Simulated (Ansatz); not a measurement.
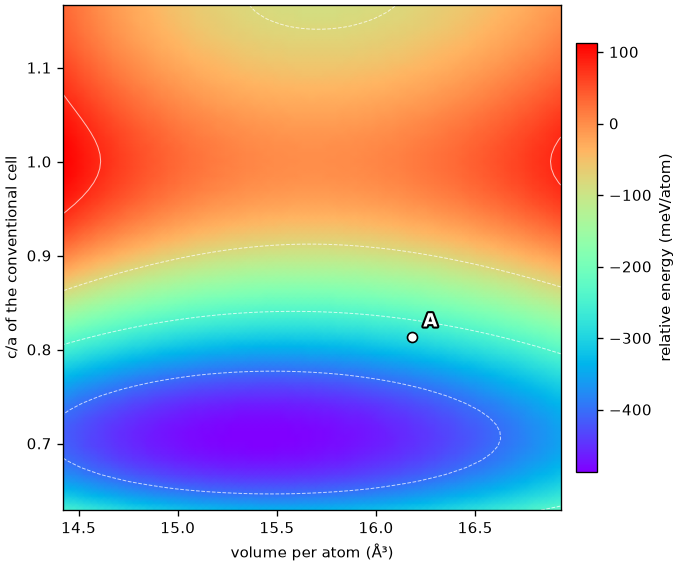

W (Fm-3m, No. 225; 1 atom in the cell). The energy is mapped over volume and the cell's shape. First axis: volume per atom. Second axis: c/a of the conventional cell. Nothing is relaxed (symmetry fixes all fractional coordinates). The scan uses an 11 × 13 grid. Points are written as (first, second). All energies are given in meV/atom relative to the relaxed crystal. Computed with Ansatz, DFT LDA, scalar-relativistic, plane waves, PAW. Settings: cutoff 420 eV, k-mesh 22×22×22, gaussian smearing 0.15 eV, no spin polarisation.

The picture shows a smooth colour map with a few white contour lines, the point A. Between grid points the surface is interpolated.

Q: Which way does the force act at A, and how strong is it?

A: A, at (16.179 Å³, 0.814), is not a stationary point. The computed force is 76 meV/atom for each Å³ towards smaller values of volume per atom and 2400 meV/atom for each unit towards smaller values of c/a of the conventional cell.

PAW datasets: the set soft_1.
